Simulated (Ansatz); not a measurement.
# Ti: geometry relaxation (part 2 of 2)

The same run, continued: Ti (slab, 4 atoms in the cell); DFT r2SCAN, scalar-relativistic, plane waves, PAW, no spin polarisation (Ansatz 0.2.0); cutoff 500 eV, 12×12×1 k-mesh, Gaussian smearing of 0.1 eV. The structure derives from an entry of the Crystallography Open Database. The input holds or restrains some coordinates. Forces given for the steps count only the free coordinates. It belongs to a series of runs on one base structure; here: clean slab, lower half held.

Geometry of the input (Å; fractional positions):
```
2.9358  0.0000  0.0000
-1.4679  2.5425  0.0000
0.0000  0.0000  23.9543
Ti 0.6667  0.3333  0.3548
Ti 0.3333  0.6667  0.4516
Ti 0.6667  0.3333  0.5484
Ti 0.3333  0.6667  0.6452
```

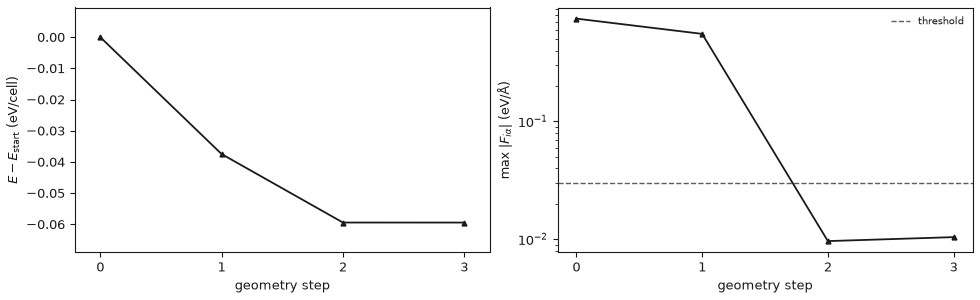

**Figure 1.** Progress of the restrained relaxation, step by step (the first geometry is step 0 here and step 1 in the log).

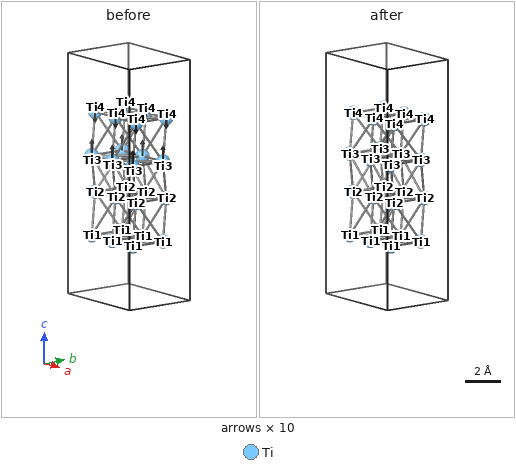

**Figure 2.** Before (left) and after (right) the restrained relaxation, at one scale (ball-and-stick view of the 3 × 2 repeat of the cell, with the vacuum cut short, seen slightly off an axis). The black arrows give the displacements, magnified 10 times. The atom that moves furthest is Ti3 (0.096 Å). The cell doesn't change. Among the contacts that change: Ti3–Ti4 2.872 → 2.741 Å, Ti2–Ti3 2.872 → 2.949 Å. Over 3 geometry steps the energy falls by 59.4 meV per cell of the calculation. The largest force component goes from 0.75 to 0.01 eV/Å. (Atoms are counted from 1 in the order of the input.)

```
WARN: The output density's exchange-correlation potential varies sharply where the density is thin. Do not read a vacuum level from v_tot or v_xc, or from such a field of the output density. On a cell that repeats whose density bears no net charge and no dipole along the vacuum's axis use v_es (v_loc + v_h of the components); under efield.dipole_correction with no amplitude use v_es + v_field, which holds any external_charges[].barrier, or the levels of the report's work_function block, which leave it out; under a non-zero efield.amplitude the vacuum is tilted and has no level; on a cell that repeats and bears such a dipole with no correction it is tilted too, and efield.dipole_correction with no amplitude gives each side of its ramp a level where efield: is served; in a cell that repeats whose density bears a net charge (total_charge, or a fill off its count) it is curved and has none; of a slab under crystal.periodic whose density bears no net charge use v_es, which has a level on each side, short of where the two are joined; of another it falls or rises all the way out and has none; of a slab beside external_charges read slab_vacuum_level instead, which it has where they leave it neutral. The grid or the basis barely resolves most such structure, and the values can differ between equally converged runs; as a rule a tighter scf.convergence.dr2_threshold does not remove it. Where the density itself ripples (under the LDA too) a higher basis.ecutwfc lessens it. The files hold the spikes' plane waves up to the density's cutoff. Files: v_tot_of_output_density and the like, and their columns of v_z.tsv (output.write_potential); v_xc_of_output_density and the like, and their columns of v_comp_z.tsv (output.write_potential_components). Measured: with its Gaussian average of σ = 0.25 Å subtracted twice, the exchange-correlation potential is over 0.1 eV at 1120 of the grid points where the equally averaged density (valence and model cores) is under 1e-3 e/Å³, and 0.724 eV at the most among them, at an averaged density of 1.2e-8 e/Å³. The input density's (outcome.potential() and, of a run that writes arrays, v_tot and v_xc) is over 0.1 eV, so measured, at 172 points of its own thin density, 0.214 eV at the most. See output.write_potential in the manual, Limitations
SCF converged after 2 iterations
Free energy (F): -10015.387902 eV
Harris-Foulkes:  -10015.387902 eV  (|F-HF|=3.33e-8)
Internal energy: -10015.347449 eV  (E = F + TS)
E sigma→0 (E₀):  -10015.367675 eV
Entropy (-TS):   -0.040453 eV (-10.113 meV/atom)
Fermi energy:    2.540734 eV
Dipole field:    D = 0.004128 V/Å  (p = 0.004079 e·Å, saw-weighted, corrected)
Work function:   Φ+ = 4.5536 eV   Φ− = 4.6525 eV
Levels:          The Fermi level and band energies are counted from a zero that moves with the ramp; work functions are not
--- Per-component energies (eV) ---
  E_band       = -1202.996151
  E_kinetic    = 1086.610544
  E_local      = -46490.466288  (includes V_loc(G=0)·N_el)
  E_nonlocal   = 31.126025
  E_hartree    = 22690.788271
  E_xc         = -368.588179
  E_vxc        = -527.368475  (∫ρ·V_xc dr)
  E_paw        = -4227.322008  (= ΣΔE_a)
  E_vpaw       = -721.195907  (= ΣTr[D̂ρ^β])
  E_aug_tail   = 0.000363  (compensation charges beyond the density's cutoff)
  E_vtau       = 36.748848  (kinetic-family band-sum trace: ∫τ·v_τ [+ j·A + Jᵃ·Aᵃ] dr)
  E_efield     = 0.000008  (sawtooth field / dipole correction)
  E_vefield    = -0.001356  (∫n·V_field dr)
  E_ewald      = 17263.517644
  E_core_change = -1.013829  (= ΣΔE_core)
  E_smearing   = -0.040453  (= −TS)
  E_closure    = -0.000000  (closes the sum)
  Σ components = -10015.387902   (vs F -10015.387902, Δ=0.00e0)
--- Forces (eV/Å), atoms counted from 1 ---
  atom   1  Ti     0.00000000    -0.00000000     0.63631094
  atom   2  Ti    -0.00000000     0.00000000    -0.64053886
  atom   3  Ti     0.00000000    -0.00000000    -0.00605149
  atom   4  Ti    -0.00000000     0.00000000     0.01025795
  max |Σ_I F_I| component: 2.15e-5 eV/Å
--- Band table (eV; the first three rows and the last of 19) ---
  k-point 0: bands = ["-56.8519", "-56.7484", "-56.6257", "-56.5071", "-32.2530", "-32.1752", "-31.8151", "-31.7308", "-31.7308", "-31.6369", "-31.6369", "-31.5422", "-31.5311", "-31.5311", "-31.4303", "-31.4303", "-3.6637", "-2.6629", "-1.3774", "-0.4869", "2.2640", "2.5224", "2.8960", "3.0700", "3.2897", "3.2897", "3.3603", "3.3603", "3.4473"]
  k-point 1: bands = ["-56.8466", "-56.7423", "-56.6209", "-56.5033", "-32.2417", "-32.1688", "-31.8283", "-31.7563", "-31.7387", "-31.6753", "-31.6458", "-31.5694", "-31.5384", "-31.5289", "-31.4589", "-31.4362", "-3.4636", "-2.4700", "-1.1938", "-0.3142", "2.1898", "2.4733", "2.7346", "2.9682", "3.1701", "3.2498", "3.3980", "3.4026", "3.4767"]
  k-point 2: bands = ["-56.8319", "-56.7257", "-56.6074", "-56.4930", "-32.2111", "-32.1525", "-31.8896", "-31.8210", "-31.7604", "-31.7485", "-31.6700", "-31.6501", "-31.5585", "-31.5370", "-31.5241", "-31.4524", "-2.8917", "-1.9284", "-0.6908", "0.1471", "1.9202", "2.2314", "2.3726", "2.7353", "2.8360", "3.0561", "3.3271", "3.5895", "3.6305"]
  k-point 18: bands = ["-56.7614", "-56.6446", "-56.5419", "-56.4453", "-32.1077", "-32.1066", "-32.0771", "-32.0551", "-32.0509", "-32.0079", "-31.8551", "-31.8317", "-31.7763", "-31.7201", "-31.6266", "-31.5847", "0.8328", "1.0883", "1.1276", "1.1955", "1.2647", "1.6788", "1.7458", "2.4647", "2.4766", "2.6046", "2.6564", "2.8842", "2.9361"]
--- Relaxed structure (4 steps of the walk, 4 accepted, 0 SCFs on fresh bases) ---
  F+E_penalty+E_count = -10015.38790181 eV   max|allowed force component| = 1.040e-2 eV/Å
  atoms:
    - { symbol: Ti, position: [0.6666666666666665, 0.33333333333333337, 0.3548425033] }
    - { symbol: Ti, position: [0.33333333333333326, 0.6666666666666667, 0.4516141678] }
    - { symbol: Ti, position: [0.6666666666666665, 0.33333333333333337, 0.552376467199565] }
    - { symbol: Ti, position: [0.33333333333333326, 0.6666666666666667, 0.642323936754695] }
```

## Trajectory as extended XYZ (Å, eV, eV/Å), 4 frames, from step=1 to step=4
```
4
Lattice="2.9358 0.0000 0.0000 -1.4679 2.5425 0.0000 0.0000 0.0000 23.9543" Properties=species:S:1:pos:R:3:forces:R:3 step=1 energy=-10015.32847
Ti    1.4679    0.8475    8.5000    0.0000   0.0000   0.5338
Ti    0.0000    1.6950   10.8181    0.0000   0.0000  -0.7461
Ti    1.4679    0.8475   13.1362    0.0000   0.0000   0.7461
Ti    0.0000    1.6950   15.4543    0.0000   0.0000  -0.5338
4
Lattice="2.9358 0.0000 0.0000 -1.4679 2.5425 0.0000 0.0000 0.0000 23.9543" Properties=species:S:1:pos:R:3:forces:R:3 step=2 energy=-10015.36594
Ti    1.4679    0.8475    8.5000    0.0000   0.0000   0.6757
Ti    0.0000    1.6950   10.8181    0.0000   0.0000  -0.6274
Ti    1.4679    0.8475   13.2592    0.0000   0.0000  -0.5538
Ti    0.0000    1.6950   15.3267    0.0000   0.0000   0.5050
4
Lattice="2.9358 0.0000 0.0000 -1.4679 2.5425 0.0000 0.0000 0.0000 23.9543" Properties=species:S:1:pos:R:3:forces:R:3 step=3 energy=-10015.38789
Ti    1.4679    0.8475    8.5000    0.0000   0.0000   0.6359
Ti    0.0000    1.6950   10.8181    0.0000   0.0000  -0.6399
Ti    1.4679    0.8475   13.2318    0.0000   0.0000  -0.0056
Ti    0.0000    1.6950   15.3864    0.0000   0.0000   0.0096
4
Lattice="2.9358 0.0000 0.0000 -1.4679 2.5425 0.0000 0.0000 0.0000 23.9543" Properties=species:S:1:pos:R:3:forces:R:3 step=4 energy=-10015.38790
Ti    1.4679    0.8475    8.5000    0.0000   0.0000   0.6362
Ti    0.0000    1.6950   10.8181    0.0000   0.0000  -0.6404
Ti    1.4679    0.8475   13.2318    0.0000   0.0000  -0.0061
Ti    0.0000    1.6950   15.3864    0.0000   0.0000   0.0104
```

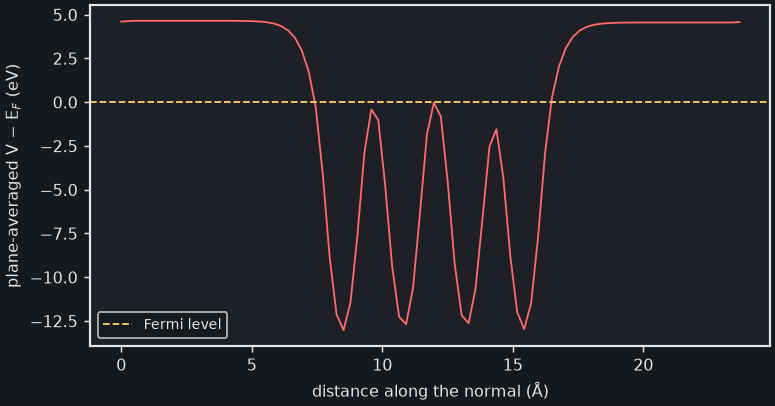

**Figure 3.** Plane average of the electrostatic potential energy of an electron across the cell, from the Fermi level. The vacuum level lies 4.55 eV above the Fermi level on the upper side and 4.65 eV on the lower.

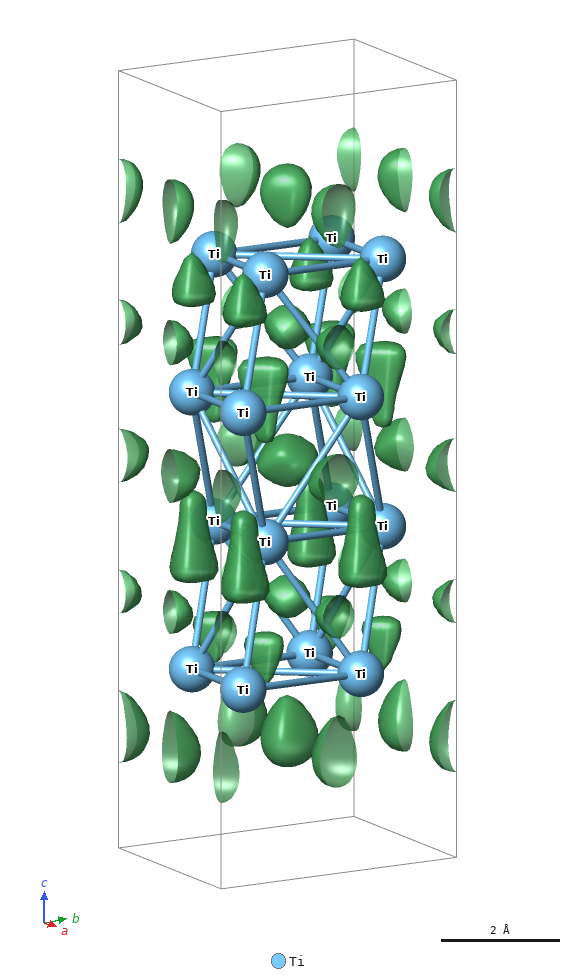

**Figure 4.** Isosurface of the ELF at 0.65 (green), seen slightly off an axis. Only the valence region is drawn (cores and ρ < 0.01 e/Å³ removed). Sticks mark near contacts. Values along the shortest contacts: Ti–Ti (2.74 Å): the ELF is about 0.20 at the midpoint (no localised pair between them). Ti–Ti (2.87 Å): the ELF is about 0.25 at the midpoint; no localised pair between them. In a PAW calculation such maps are meaningful between the atoms, not at the nuclei.

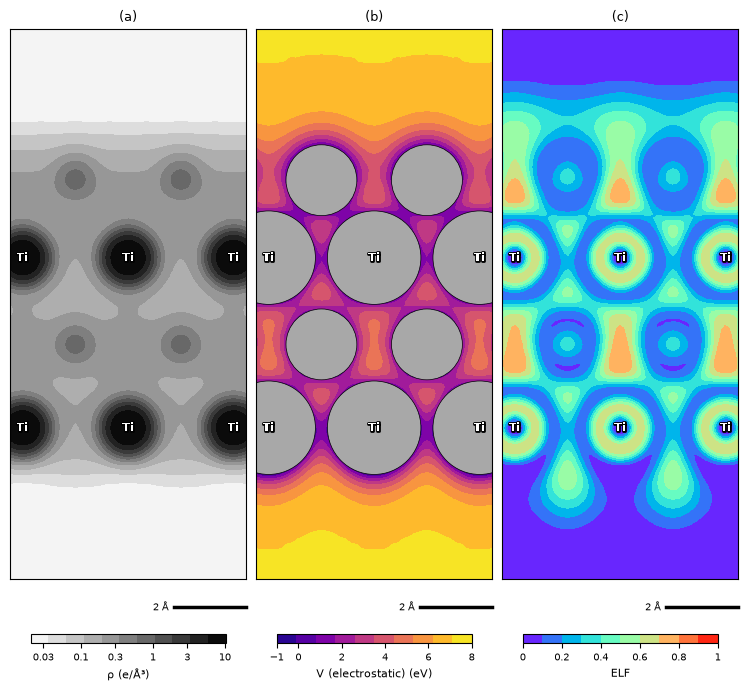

**Figure 5.** (a) valence pseudo-density; (b) electrostatic potential energy of an electron; (c) electron localisation function on the (11̄0) plane of the calculation cell, a cut from vacuum to vacuum. Grey discs, where drawn, cover atomic cores. Ti–Ti (2.94 Å): ρ is about 0.19 e/Å³ halfway; the ELF is about 0.25 at the midpoint (no localised pair between them). The density dies away to nearly zero in the vacuum. The strong features right at Ti lie inside the PAW spheres (semicore, d or f shells) and say nothing about bonding.
